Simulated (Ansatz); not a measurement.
## Run report: AlNi2, geometry relaxation (part 2 of 2)

AlNi2 (P-3m1, 6 atoms in the cell); DFT PBEsol, scalar-relativistic, plane waves, PAW, no spin polarisation (Ansatz 0.2.0); cutoff 420 eV, 12×12×8 k-mesh, Gaussian smearing of 0.1 eV. The structure derives from a Materials Project entry. It belongs to a series of runs on one base structure; here: volume × 0.94, shape and atoms relaxed.

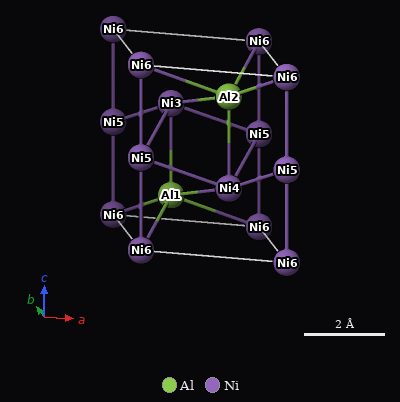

Fig. 1: The geometry at step 3 of the log (ball-and-stick view of the cell of the calculation, seen slightly off an axis; atoms are numbered from 1 in the order of the input).

```
basis re-selected at this cell: Δ(F+E_penalty+E_count) = +2.574e-7 eV, ΔP = +0.000 GPa vs the last step (what re-selecting the basis moved, of the pressure what is left beyond the Pulay correction that the steps carried, after the strain that the cell walked since its last selection, with what the two solves' SCF thresholds leave and, on support functions, any second-order correction that the steps lacked; it is no measure of the basis error at this ecutwfc). This SCF's stress stands 1.07e-2 GPa from its target on what of the cell is left free (relax.cell.stress_tol is 1.00e-1 GPa) and its largest allowed force component is 4.55e-3 eV/Å (relax.f_tol is 1.00e-2 eV/Å): within both
SCF converged after 8 iterations
Free energy (F): -24271.877259 eV
Harris-Foulkes:  -24271.877259 eV  (|F-HF|=7.28e-12)
Internal energy: -24271.864372 eV  (E = F + TS)
E sigma→0 (E₀):  -24271.870815 eV
Entropy (-TS):   -0.012887 eV (-2.148 meV/atom)
Fermi energy:    16.853364 eV
--- Per-component energies (eV) ---
  E_band       = -1164.088077
  E_kinetic    = 1201.699230
  E_local      = -16207.823874  (includes V_loc(G=0)·N_el)
  E_nonlocal   = 2572.649543
  E_hartree    = 6945.763150
  E_xc         = -425.429218
  E_vxc        = -506.992046  (∫ρ·V_xc dr)
  E_paw        = -7297.117555  (= ΣΔE_a)
  E_vpaw       = -2115.149416  (= ΣTr[D̂ρ^β])
  E_aug_tail   = 0.002152  (compensation charges beyond the density's cutoff)
  E_ewald      = -11062.435233
  E_core_change = 0.827433  (= ΣΔE_core)
  E_smearing   = -0.012887  (= −TS)
  E_closure    = 0.000000  (closes the sum)
  Σ components = -24271.877259   (vs F -24271.877259, Δ=0.00e0)
--- Forces (eV/Å), atoms counted from 1 ---
  atom   1  Al     0.00000000    -0.00000000     0.00188327
  atom   2  Al     0.00000000     0.00000000    -0.00188327
  atom   3  Ni     0.00000000     0.00000000    -0.00455414
  atom   4  Ni    -0.00000000    -0.00000000     0.00455414
  atom   5  Ni    -0.00000000     0.00000000     0.00000000
  atom   6  Ni     0.00000000    -0.00000000     0.00000000
  max |Σ_I F_I| component: 3.70e-17 eV/Å
--- Stress (GPa, compression-positive) ---
       13.498308       0.000000       0.000000
        0.000000      13.498308      -0.000000
        0.000000      -0.000000      13.514298
  P = ⅓ Tr σ = 13.5036 GPa (135.036 kbar)
--- Band table (eV; the first three rows and the last of 131) ---
  k-point 0: bands = ["-86.1702", "-86.0831", "-86.0800", "-85.7938", "-46.7483", "-46.7483", "-46.7180", "-46.6888", "-46.6740", "-46.6359", "-46.6359", "-46.6337", "-46.6337", "-46.3438", "-46.3287", "-46.3287", "5.7400", "11.2758", "11.3925", "12.6712", "12.6712", "13.1754", "13.1754", "13.3920", "13.6799", "13.6799", "13.8642", "13.8642", "15.0703", "15.0703", "15.2958", "15.3925", "15.3925", "15.4120", "16.1452", "16.1452", "16.2831", "16.2831", "17.6322", "20.0697", "20.0697", "20.9159", "20.9159", "22.1381", "23.8298", "23.9381", "23.9381"]
  k-point 1: bands = ["-86.1702", "-86.0831", "-86.0800", "-85.7939", "-46.7482", "-46.7482", "-46.7156", "-46.6881", "-46.6741", "-46.6364", "-46.6364", "-46.6332", "-46.6332", "-46.3469", "-46.3287", "-46.3287", "5.8433", "10.3529", "12.0839", "12.6825", "12.6825", "13.1176", "13.1176", "13.4831", "13.7211", "13.7211", "13.8712", "13.8712", "15.0632", "15.0632", "15.2223", "15.4325", "15.4325", "15.5379", "16.1378", "16.1378", "16.2598", "16.2598", "17.8699", "20.1578", "20.1578", "20.9509", "20.9509", "22.1367", "23.6043", "23.6440", "23.6440"]
  k-point 2: bands = ["-86.1701", "-86.0832", "-86.0799", "-85.7939", "-46.7480", "-46.7480", "-46.7102", "-46.6857", "-46.6746", "-46.6374", "-46.6374", "-46.6324", "-46.6324", "-46.3545", "-46.3287", "-46.3287", "6.1486", "9.3124", "12.5268", "12.7076", "12.7076", "13.0191", "13.0191", "13.7321", "13.7393", "13.7393", "13.9234", "13.9234", "15.0743", "15.0743", "15.1622", "15.5152", "15.5152", "15.5557", "16.1196", "16.1196", "16.1977", "16.1977", "18.6937", "20.4042", "20.4042", "21.0521", "21.0521", "22.1410", "23.0583", "23.0583", "23.2717"]
  k-point 130: bands = ["-86.1698", "-86.0811", "-86.0811", "-85.7951", "-46.7510", "-46.7510", "-46.6993", "-46.6846", "-46.6846", "-46.6361", "-46.6361", "-46.6312", "-46.6301", "-46.3583", "-46.3292", "-46.3292", "10.4282", "10.4282", "11.2068", "11.2068", "11.3377", "12.0727", "13.7644", "13.7644", "13.8319", "14.0798", "14.0798", "14.2335", "14.4227", "14.4227", "14.9230", "15.1121", "15.1662", "15.1662", "15.9425", "15.9425", "16.0689", "16.3018", "16.3018", "16.5445", "16.9493", "16.9493", "25.1713", "25.4564", "25.4564", "25.5320", "25.5320"]
--- Relaxed structure (3 steps of the walk, 3 accepted, 1 SCFs on fresh bases) ---
  F+E_penalty+E_count = -24271.87725884 eV   max|allowed force component| = 4.554e-3 eV/Å   (the final SCF, on the basis selected at the relaxed cell)
  cell:  # Å, volume = 63.1019 Å³
    - [3.895155323855704, 0.0, 3.140031444116731e-35]
    - [-1.947577661927852, 3.373303462145242, -2.283102148123873e-32]
    - [3.8731924789492556e-35, -3.2496084898384255e-32, 4.80244008450086]
  atoms:
    - { symbol: Al, position: [0.3333333333333333, 0.6666666666666666, 0.1908702405489692] }
    - { symbol: Al, position: [0.6666666666666665, 0.3333333333333333, 0.8091297594510307] }
    - { symbol: Ni, position: [0.3333333333333333, 0.6666666666666666, 0.6865098778212844] }
    - { symbol: Ni, position: [0.6666666666666665, 0.3333333333333333, 0.3134901221787155] }
    - { symbol: Ni, position: [3.3819764824132004e-36, 1.7844363625427296e-36, 0.49999999999999994] }
    - { symbol: Ni, position: [-2.4280975539352285e-35, -1.1301430296101057e-35, 0.0] }
```

Trajectory as extended XYZ (Å, eV, eV/Å), 4 frames, from step=1 to step=4:
```
6
Lattice="3.8946 0.0000 0.0000 -1.9473 3.3728 0.0000 0.0000 0.0000 4.8039" Properties=species:S:1:pos:R:3:forces:R:3 step=1 energy=-24271.87712 pressure_GPa=13.52
Al    0.0000    2.2485    0.9212    0.0000   0.0000  -0.0265
Al    1.9473    1.1243    3.8827    0.0000   0.0000   0.0265
Ni    0.0000    2.2485    3.3009    0.0000   0.0000  -0.0034
Ni    1.9473    1.1243    1.5030    0.0000   0.0000   0.0034
Ni    0.0000    0.0000    2.4019    0.0000   0.0000   0.0000
Ni    0.0000    0.0000    0.0000    0.0000   0.0000   0.0000
6
Lattice="3.8948 0.0000 0.0000 -1.9474 3.3730 0.0000 0.0000 0.0000 4.8034" Properties=species:S:1:pos:R:3:forces:R:3 step=2 energy=-24271.87717 pressure_GPa=13.52
Al    0.0000    2.2487    0.9202    0.0000   0.0000  -0.0187
Al    1.9474    1.1243    3.8832    0.0000   0.0000   0.0187
Ni    0.0000    2.2487    3.3001    0.0000   0.0000  -0.0059
Ni    1.9474    1.1243    1.5032    0.0000   0.0000   0.0059
Ni    0.0000    0.0000    2.4017    0.0000   0.0000   0.0000
Ni    0.0000    0.0000    0.0000    0.0000   0.0000   0.0000
6
Lattice="3.8952 0.0000 0.0000 -1.9476 3.3733 0.0000 0.0000 0.0000 4.8024" Properties=species:S:1:pos:R:3:forces:R:3 step=3 energy=-24271.87726 pressure_GPa=13.50
Al    0.0000    2.2489    0.9166    0.0000   0.0000   0.0019
Al    1.9476    1.1244    3.8858    0.0000   0.0000  -0.0019
Ni    0.0000    2.2489    3.2969    0.0000   0.0000  -0.0045
Ni    1.9476    1.1244    1.5055    0.0000   0.0000   0.0045
Ni    0.0000    0.0000    2.4012    0.0000   0.0000   0.0000
Ni    0.0000    0.0000    0.0000    0.0000   0.0000   0.0000
6
Lattice="3.8952 0.0000 0.0000 -1.9476 3.3733 0.0000 0.0000 0.0000 4.8024" Properties=species:S:1:pos:R:3:forces:R:3 step=4 energy=-24271.87726 pressure_GPa=13.50
Al    0.0000    2.2489    0.9166    0.0000   0.0000   0.0019
Al    1.9476    1.1244    3.8858    0.0000   0.0000  -0.0019
Ni    0.0000    2.2489    3.2969    0.0000   0.0000  -0.0046
Ni    1.9476    1.1244    1.5055    0.0000   0.0000   0.0046
Ni    0.0000    0.0000    2.4012    0.0000   0.0000   0.0000
Ni    0.0000    0.0000    0.0000    0.0000   0.0000   0.0000
```

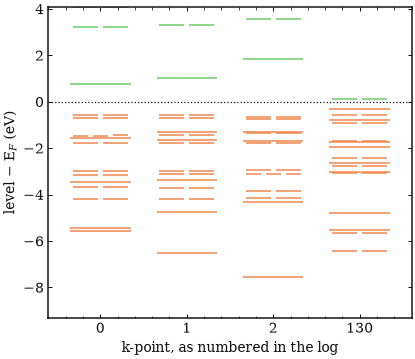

Fig. 2: Kohn–Sham levels near the Fermi level (dotted) at the few k-points that the log prints; levels within 0.02 eV of each other stand side by side. The system is metallic on the full mesh.

This output came from the following input.

Input:
```yaml
crystal:
  lattice:
    - [3.8945636952, 0.0, 0.0]
    - [-1.9472818476, 3.3727910967, 0.0]
    - [0.0, 0.0, 4.8038992862]
  atoms:
    - { symbol: Al, position: [0.3333333333, 0.6666666667, 0.1917682821] }
    - { symbol: Al, position: [0.6666666667, 0.3333333333, 0.8082317179] }
    - { symbol: Ni, position: [0.3333333333, 0.6666666667, 0.687135121] }
    - { symbol: Ni, position: [0.6666666667, 0.3333333333, 0.312864879] }
    - { symbol: Ni, position: [0.0, 0.0, 0.5] }
    - { symbol: Ni, position: [0.0, 0.0, 0.0] }
basis:
  ecutwfc: 420
kpoints:
  mp_grid: { grid: [12, 12, 8] }
hamiltonian:
  xc: pbesol
scf:
  occupations: { method: gaussian, width: 0.1 }
output:
  forces: true
  stress: true
  eigenvalues: true
relax:
  adjacent_minimum: "off"
  f_tol: 0.01
  max_steps: 30
  cell: { stress_tol: 0.1, fix: [volume] }
```

Command:
```bash
ansatz run input.yaml --threads 1 --pin off --max-ram 2560MiB --backend cpu --events-out ev --progress --plain --runs-dir out
```

Results in brief:

```tsv
quantity	value
outcome	converged
space group (tolerance 0.01 Å)	P-3m1 (164)
electrons treated	78
free energy	−24271.8773 eV
Fermi energy	16.853 eV
gap on the k-point mesh	none (metallic)
pressure	13.50 GPa
final volume	63.10 Å³
largest force (length of the vector) at the end	0.005 eV/Å
final cell	a = 3.895 Å, b = 3.895 Å, c = 4.802 Å, α = 90.00°, β = 90.00°, γ = 120.00°
hardware	1 thread of Intel Xeon @ 2.50GHz (Skylake/Cascade Lake), 189 GiB of memory available, shared host
wall time	3 min
peak memory	0.58 GiB
```

Remarks:

The run has no spin polarisation, so a magnetic state may lie lower. The cell is under a pressure of 13.5 GPa at this level, so it is not at its equilibrium volume.
